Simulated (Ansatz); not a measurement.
Geometry relaxation, with input and output: TiO (part 2 of 2)

Continued. System: TiO (P-62m, 6 atoms in the cell). Method: DFT PBEsol, scalar-relativistic, plane waves, PAW, no spin polarisation (Ansatz 0.2.0); cutoff 420 eV, 12×12×12 k-mesh, Gaussian smearing of 0.1 eV. The structure derives from a Materials Project entry.

Geometry of the input (Å; fractional positions):
```
4.9891  0.0000  0.0000
-2.4945  4.3207  0.0000
0.0000  0.0000  2.8733
Ti 0.6667  0.3333  0.5000
Ti 0.3333  0.6667  0.5000
Ti 0.0000  0.0000  0.0000
O  0.6056  0.6056  0.0000
O  0.3944  0.0000  0.0000
O  0.0000  0.3944  0.0000
```

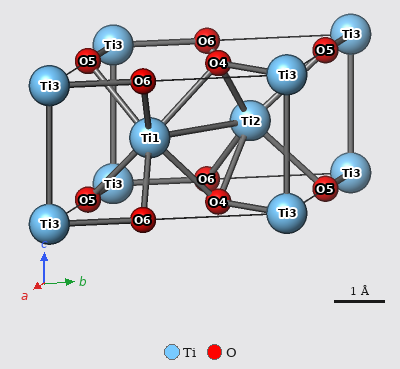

**Figure 1.** The geometry at step 4 of the log (ball-and-stick view of the cell of the calculation, seen slightly off an axis; atoms are numbered from 1 in the order of the input).

Output, continued
```
SCF iter   1: F=—  HF=-9112.833190 eV  |F-HF|=—  |Δ(HF+E_count)|=         —  Δρ=5.70e-6  dr2=2.62e-9  ethr=1.01e-8  ⟨swp⟩=4.3  Hψ=29158  notcnv=0
preconditioner: auto → Kerker (q_TF=auto, 2.678 Å⁻¹)  [metal: Δε(μ)=0.008 eV  Ē_g=10.022 eV  σ=0.100 eV  W_gap=0.04  n_scr=26 (ndim 8)  ℏωp=26.2 eV  f_vac=0.000  D(μ)=0.67/eV (n_scr^D=0)]
SCF iter   2: F=—  HF=-9112.833097 eV  |F-HF|=—  |Δ(HF+E_count)|=   9.32e-5  Δρ=2.72e-6  dr2=6.19e-10  ethr=4.85e-12  ⟨swp⟩=2.9  Hψ=8998  notcnv=0
SCF iter   3: F=—  HF=-9112.833097 eV  |F-HF|=—  |Δ(HF+E_count)|=  6.68e-10  Δρ=5.62e-7  dr2=1.05e-10  ethr=1.15e-12  ⟨swp⟩=2.0  Hψ=6104  notcnv=0
iter 4 did not close the SCF: its close was put off for the readings that it lacked (scf_convergence_deferred on its scf_iter line)
SCF iter   4: F=-9112.833097 eV  HF=-9112.833097 eV  |F-HF|=1.82e-12  |Δ(HF+E_count)|=  7.28e-12  Δρ=1.85e-7  dr2=6.62e-12  ethr=1.00e-12  ⟨swp⟩=1.2  Hψ=4431  notcnv=0
iter 5 did not close the SCF: its close was put off for the readings that it lacked (scf_convergence_deferred on its scf_iter line)
SCF iter   5: F=-9112.833097 eV  HF=-9112.833097 eV  |F-HF|=3.64e-12  |Δ(HF+E_count)|=  1.82e-12  Δρ=8.05e-8  dr2=2.60e-12  ethr=1.00e-12  ⟨swp⟩=1.0  Hψ=4389  notcnv=0
iter 6 did not close the SCF: its close was put off for the readings that it lacked (scf_convergence_deferred on its scf_iter line)
SCF iter   6: F=-9112.833097 eV  HF=-9112.833097 eV  |F-HF|=1.82e-12  |Δ(HF+E_count)|=  1.82e-12  Δρ=2.64e-8  dr2=4.47e-13  ethr=1.00e-12  ⟨swp⟩=1.0  Hψ=4389  notcnv=0
iter 7 did not close the SCF: its close was put off for the readings that it lacked (scf_convergence_deferred on its scf_iter line)
SCF iter   7: F=-9112.833097 eV  HF=-9112.833097 eV  |F-HF|=1.82e-12  |Δ(HF+E_count)|=  1.82e-12  Δρ=7.49e-9  dr2=2.11e-14  ethr=1.00e-12  ⟨swp⟩=1.0  Hψ=4389  notcnv=0
SCF iter   8: F=-9112.833097 eV  HF=-9112.833097 eV  |F-HF|=1.82e-12  |Δ(HF+E_count)|=  3.64e-12  Δρ=5.50e-9  dr2=9.38e-15  ethr=1.00e-12  ⟨swp⟩=2.2  Hψ=11217  notcnv=0
SCF 7 converged in 8 iterations: F = -9112.833097 eV  dr2 = 9.38e-15
relax step   7: F+E_penalty+E_count = -9112.83309680 eV  Δ(F+E_penalty+E_count) = +1.426e-4 eV  max|allowed force component| = 3.202e-4 eV/Å  Δτ_max = 0.0000 Å  P = -0.004 GPa  Ω = 60.384 Å³  stress off target by 3.79e-3 GPa  SCF on the basis re-selected at this cell (its energy is not comparable with the rows above)  (8 SCF iters)
```

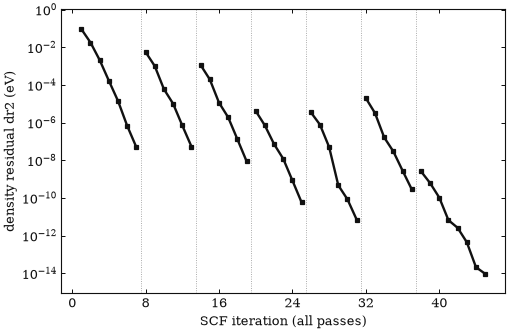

**Figure 2.** Convergence of the self-consistent field: density residual dr2 against the SCF iteration. The dotted lines part the SCF passes of the relaxation: geometry steps, rejected trials and re-solves on a re-selected basis. The 7 passes take 6 to 8 iterations each, 45 in all.

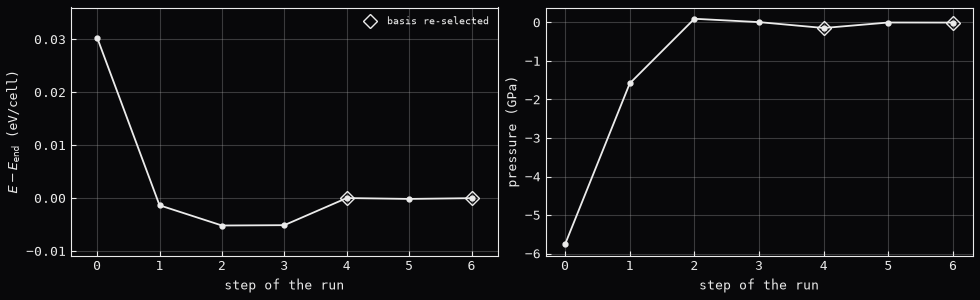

**Figure 3.** Progress of the relaxation, step by step (the first geometry is step 0 here and step 1 in the log).

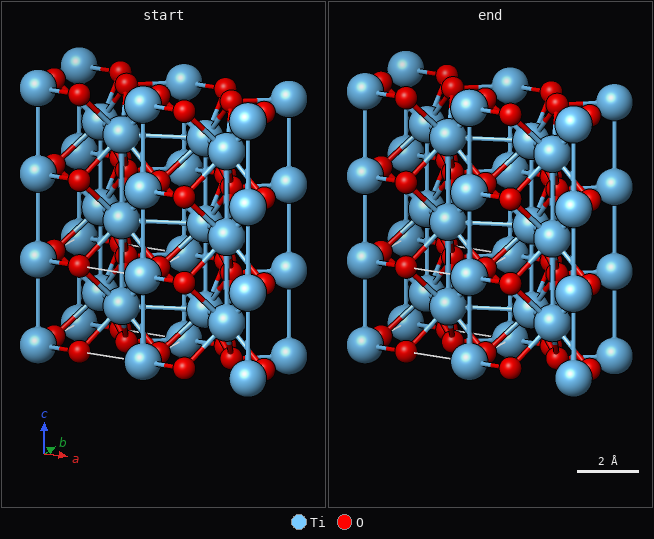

**Figure 4.** Before (left) and after (right) the relaxation, at one scale (ball-and-stick view of the cell of the calculation, repeated 2 × 1 × 3, seen slightly off an axis). After 4 geometry steps the energy has fallen by 30.5 meV per cell of the calculation. Largest force component: 0.03 eV/Å at the start, 0.00032 eV/Å at the end. The pressure goes from −5.76 to 0.00 GPa. The basis was re-selected once at an unchanged geometry, which shifts the energy a little without any move. The atoms keep their places relative to the cell (all moves are under 0.005 Å). Cell: a = b 4.989 → 4.958 Å (−0.6 %), c 2.873 → 2.836 Å (−1.3 %). Volume −2.5 %. Among the contacts that change: Ti1–Ti1 2.873 → 2.836 Å, Ti1–O4 2.101 → 2.081 Å, Ti1–Ti2 2.880 → 2.863 Å, Ti3–O4 1.968 → 1.957 Å. The space group stays P-62m (No. 189). The energy change given includes the shifts at the re-selections in mid-walk, which come without any move. A last SCF at the same geometry on a re-selected plane-wave basis shifts the energy by +0.1 meV per cell of the calculation. (Atoms are counted from 1 in the order of the input.)

```
basis re-selected at this cell: Δ(F+E_penalty+E_count) = +1.426e-4 eV, ΔP = -0.002 GPa vs the last step (what re-selecting the basis moved, of the pressure what is left beyond the Pulay correction that the steps carried, after the strain that the cell walked since its last selection, with what the two solves' SCF thresholds leave and, on support functions, any second-order correction that the steps lacked; it is no measure of the basis error at this ecutwfc). This SCF's stress stands 3.79e-3 GPa from its target on what of the cell is left free (relax.cell.stress_tol is 5.00e-2 GPa) and its largest allowed force component is 3.20e-4 eV/Å (relax.f_tol is 5.00e-3 eV/Å): within both
SCF converged after 8 iterations
Free energy (F): -9112.833097 eV
Harris-Foulkes:  -9112.833097 eV  (|F-HF|=1.82e-12)
Internal energy: -9112.829735 eV  (E = F + TS)
E sigma→0 (E₀):  -9112.831416 eV
Entropy (-TS):   -0.003362 eV (-0.560 meV/atom)
Fermi energy:    16.412250 eV
--- Per-component energies (eV) ---
  E_band       = -345.490164
  E_kinetic    = 1353.942555
  E_local      = -2950.256033  (includes V_loc(G=0)·N_el)
  E_nonlocal   = 170.675175
  E_hartree    = 1175.352009
  E_xc         = -513.879996
  E_vxc        = -652.243871  (∫ρ·V_xc dr)
  E_paw        = -3524.776491  (= ΣΔE_a)
  E_vpaw       = -618.319727  (= ΣTr[D̂ρ^β])
  E_aug_tail   = 0.007718  (compensation charges beyond the density's cutoff)
  E_ewald      = -4824.418688
  E_core_change = 0.524017  (= ΣΔE_core)
  E_smearing   = -0.003362  (= −TS)
  E_closure    = 0.000000  (closes the sum)
  Σ components = -9112.833097   (vs F -9112.833097, Δ=0.00e0)
--- Forces (eV/Å), atoms counted from 1 ---
  atom   1  Ti    -0.00000000     0.00000000     0.00000000
  atom   2  Ti     0.00000000     0.00000000     0.00000000
  atom   3  Ti    -0.00000000     0.00000000    -0.00000000
  atom   4  O     -0.00016011    -0.00027732     0.00000000
  atom   5  O      0.00032023     0.00000000     0.00000000
  atom   6  O     -0.00016011     0.00027732     0.00000000
  max |Σ_I F_I| component: 1.73e-17 eV/Å
--- Stress (GPa, compression-positive) ---
       -0.003367      -0.000000      -0.000000
       -0.000000      -0.003367       0.000000
       -0.000000       0.000000      -0.003790
  P = ⅓ Tr σ = -0.0035 GPa (-0.035 kbar)
--- Band table (eV; the first three rows and the last of 133) ---
  k-point 0: bands = ["-41.6530", "-41.5638", "-41.0619", "-18.2616", "-18.2616", "-17.9362", "-17.9362", "-17.9053", "-17.8060", "-17.5948", "-17.5948", "-16.9788", "-5.8142", "-4.1746", "-4.1746", "6.8620", "8.5886", "8.5886", "9.5662", "9.5662", "9.6920", "10.3679", "10.3679", "10.7903", "12.8984", "15.4852", "15.5123", "15.5123", "16.7097", "16.7097", "17.2190", "17.2190", "17.5504"]
  k-point 1: bands = ["-41.6483", "-41.5596", "-41.0584", "-18.2504", "-18.2504", "-17.9549", "-17.9277", "-17.9277", "-17.8436", "-17.5956", "-17.5956", "-17.0095", "-5.7351", "-4.1918", "-4.1918", "6.9898", "8.5309", "8.5309", "9.5085", "9.5085", "9.7343", "10.3375", "10.3375", "10.3911", "13.2983", "15.4050", "15.4050", "15.6562", "16.8773", "16.8773", "17.2874", "17.2874", "17.6092"]
  k-point 2: bands = ["-41.6353", "-41.5481", "-41.0490", "-18.2196", "-18.2196", "-18.0881", "-17.9454", "-17.9036", "-17.9036", "-17.5985", "-17.5985", "-17.0925", "-5.5178", "-4.2396", "-4.2396", "7.3443", "8.3704", "8.3704", "9.3528", "9.3528", "9.4732", "9.9794", "10.2792", "10.2792", "14.1285", "15.2062", "15.2062", "16.1521", "17.1521", "17.1521", "17.3703", "17.3703", "17.7762"]
  k-point 132: bands = ["-41.5411", "-41.5411", "-41.0102", "-18.5010", "-18.5010", "-18.1443", "-17.9346", "-17.9346", "-17.7363", "-17.6172", "-17.6172", "-17.4064", "-4.6406", "-4.3811", "-4.3811", "7.8231", "7.8231", "8.1751", "8.1751", "8.4837", "8.6598", "9.2462", "10.5791", "10.5791", "14.8614", "14.8614", "14.9277", "17.7183", "17.7183", "17.8227", "17.8227", "17.8757", "18.1050"]
--- Relaxed structure (5 steps of the walk, 5 accepted, 2 SCFs on fresh bases) ---
  F+E_penalty+E_count = -9112.83309680 eV   max|allowed force component| = 3.202e-4 eV/Å   (the final SCF, on the basis selected at the relaxed cell)
  cell:  # Å, volume = 60.3840 Å³
    - [4.9584399758143896, -2.529715929082683e-36, 0.0]
    - [-2.4792199879071948, 4.294134982195558, 0.0]
    - [0.0, 0.0, 2.835967646417979]
  atoms:
    - { symbol: Ti, position: [0.6666666666666667, 0.33333333333333337, 0.5000000000000001] }
    - { symbol: Ti, position: [0.33333333333333337, 0.6666666666666667, 0.5000000000000001] }
    - { symbol: Ti, position: [4.699972959517593e-21, -4.1822235830420434e-21, 0.0] }
    - { symbol: O, position: [0.6052948646226988, 0.6052948646226989, 0.0] }
    - { symbol: O, position: [0.3947051353773013, -4.1822235830420434e-21, 0.0] }
    - { symbol: O, position: [0.0, 0.3947051353773013, 0.0] }
```

Trajectory as extended XYZ (Å, eV, eV/Å), 7 frames, from step=1 to step=7
```
6
Lattice="4.9891 0.0000 0.0000 -2.4945 4.3207 0.0000 0.0000 0.0000 2.8733" Properties=species:S:1:pos:R:3:forces:R:3 step=1 energy=-9112.80276 pressure_GPa=-5.76
Ti    2.4945    1.4402    1.4367    0.0000   0.0000   0.0000
Ti    0.0000    2.8805    1.4367    0.0000   0.0000   0.0000
Ti    0.0000    0.0000    0.0000    0.0000   0.0000   0.0000
O     1.5106    2.6164    0.0000    0.0148   0.0256   0.0000
O     1.9679    0.0000    0.0000   -0.0296   0.0000   0.0000
O    -0.9839    1.7043    0.0000    0.0148  -0.0256   0.0000
6
Lattice="4.9684 0.0000 0.0000 -2.4842 4.3028 0.0000 0.0000 0.0000 2.8454" Properties=species:S:1:pos:R:3:forces:R:3 step=2 energy=-9112.83444 pressure_GPa=-1.58
Ti    2.4842    1.4343    1.4227    0.0000   0.0000   0.0000
Ti    0.0000    2.8685    1.4227    0.0000   0.0000   0.0000
Ti    0.0000    0.0000    0.0000    0.0000   0.0000   0.0000
O     1.5048    2.6063    0.0000   -0.0086  -0.0150   0.0000
O     1.9589    0.0000    0.0000    0.0173   0.0000   0.0000
O    -0.9794    1.6964    0.0000   -0.0086   0.0150   0.0000
6
Lattice="4.9580 0.0000 0.0000 -2.4790 4.2938 0.0000 0.0000 0.0000 2.8372" Properties=species:S:1:pos:R:3:forces:R:3 step=3 energy=-9112.83826 pressure_GPa=0.10
Ti    2.4790    1.4313    1.4186    0.0000   0.0000   0.0000
Ti    0.0000    2.8625    1.4186    0.0000   0.0000   0.0000
Ti    0.0000    0.0000    0.0000    0.0000   0.0000   0.0000
O     1.5008    2.5994    0.0000   -0.0045  -0.0078   0.0000
O     1.9565    0.0000    0.0000    0.0090   0.0000   0.0000
O    -0.9782    1.6944    0.0000   -0.0045   0.0078   0.0000
6
Lattice="4.9591 0.0000 0.0000 -2.4795 4.2947 0.0000 0.0000 0.0000 2.8370" Properties=species:S:1:pos:R:3:forces:R:3 step=4 energy=-9112.83820 pressure_GPa=0.01
Ti    2.4795    1.4316    1.4185    0.0000   0.0000   0.0000
Ti    0.0000    2.8631    1.4185    0.0000   0.0000   0.0000
Ti    0.0000    0.0000    0.0000    0.0000   0.0000   0.0000
O     1.5010    2.5998    0.0000   -0.0021  -0.0036   0.0000
O     1.9571    0.0000    0.0000    0.0041   0.0000   0.0000
O    -0.9785    1.6949    0.0000   -0.0021   0.0036   0.0000
6
Lattice="4.9591 0.0000 0.0000 -2.4795 4.2947 0.0000 0.0000 0.0000 2.8370" Properties=species:S:1:pos:R:3:forces:R:3 step=5 energy=-9112.83308 pressure_GPa=-0.14
Ti    2.4795    1.4316    1.4185    0.0000   0.0000   0.0000
Ti    0.0000    2.8631    1.4185    0.0000   0.0000   0.0000
Ti    0.0000    0.0000    0.0000    0.0000   0.0000   0.0000
O     1.5010    2.5998    0.0000   -0.0020  -0.0034   0.0000
O     1.9571    0.0000    0.0000    0.0040   0.0000   0.0000
O    -0.9785    1.6949    0.0000   -0.0020   0.0034   0.0000
6
Lattice="4.9584 0.0000 0.0000 -2.4792 4.2941 0.0000 0.0000 0.0000 2.8360" Properties=species:S:1:pos:R:3:forces:R:3 step=6 energy=-9112.83324 pressure_GPa=-0.00
Ti    2.4792    1.4314    1.4180    0.0000   0.0000   0.0000
Ti    0.0000    2.8628    1.4180    0.0000   0.0000   0.0000
Ti    0.0000    0.0000    0.0000    0.0000   0.0000   0.0000
O     1.5007    2.5992    0.0000   -0.0002  -0.0003   0.0000
O     1.9571    0.0000    0.0000    0.0003   0.0000   0.0000
O    -0.9786    1.6949    0.0000   -0.0002   0.0003   0.0000
6
Lattice="4.9584 0.0000 0.0000 -2.4792 4.2941 0.0000 0.0000 0.0000 2.8360" Properties=species:S:1:pos:R:3:forces:R:3 step=7 energy=-9112.83310 pressure_GPa=-0.00
Ti    2.4792    1.4314    1.4180    0.0000   0.0000   0.0000
Ti    0.0000    2.8628    1.4180    0.0000   0.0000   0.0000
Ti    0.0000    0.0000    0.0000    0.0000   0.0000   0.0000
O     1.5007    2.5992    0.0000   -0.0002  -0.0003   0.0000
O     1.9571    0.0000    0.0000    0.0003   0.0000   0.0000
O    -0.9786    1.6949    0.0000   -0.0002   0.0003   0.0000
```

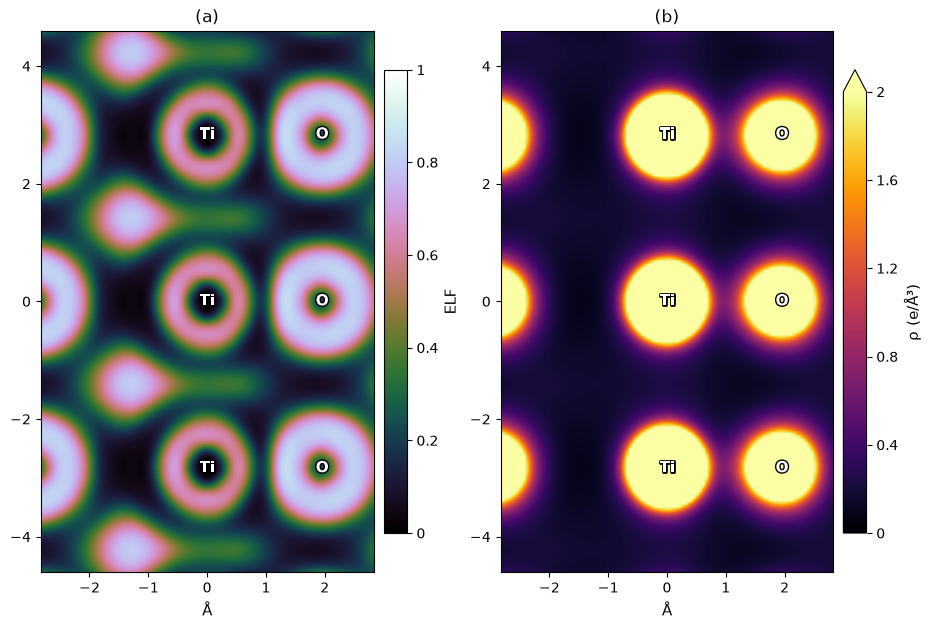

**Figure 5.** (a) ELF; (b) valence electron density on the (010) plane of the conventional cell. Atoms in the plane: Ti and O. Ti–O (1.96 Å): ρ at the midpoint is about 0.7 e/Å³; the ELF is about 0.20 at the midpoint (a polar contact without a shared pair, in a metal). Ti–Ti (2.84 Å): ρ is about 0.23 e/Å³ halfway; the ELF is about 0.35 at the midpoint (no shared electron pair). Away from the nuclei the density in this plane falls to 0.1 e/Å³ at its lowest.The strong features right at Ti lie inside the PAW spheres (semicore, d or f shells) and say nothing about bonding. The fields are those of the smooth PAW valence density.
